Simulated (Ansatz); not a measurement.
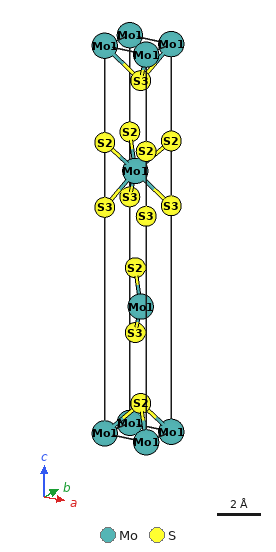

Reference structure: solid MoS₂ (built on the measured structure type). Style: ball-and-stick. Shown: the conventional cell (3 times the calculation's cell), slightly off an axis. Lengths and directions refer to the drawn axes.

The calculation used Ansatz 0.2.0, DFT, r2SCAN, plane waves, PAW. Set-up: plane-wave cutoff 500 eV; k-point mesh 10 × 10 × 10; occupations fixed; no spin polarisation.

Now this is done to it. The cell is strained by 0.0 % along c and −1.1 % across it (volume −2.3 %) and the S atoms are displaced by 0.01 Å relative to the cell: S3 0.01 Å along −c. No relaxation follows.

### What is the effect?

Near-neighbour distances before and after: Mo–S 2.404 → 2.395 Å. The space group stays R3m (No. 160). The energy rises by 7.9 meV per atom. The pressure goes from 1.2 to 3.6 GPa. The principal stresses (compression positive) are 1.4 GPa along c and 4.8 GPa across it. The largest forces, 0.055 eV/Å, act on S2 and S3; on S3 it points along +c.
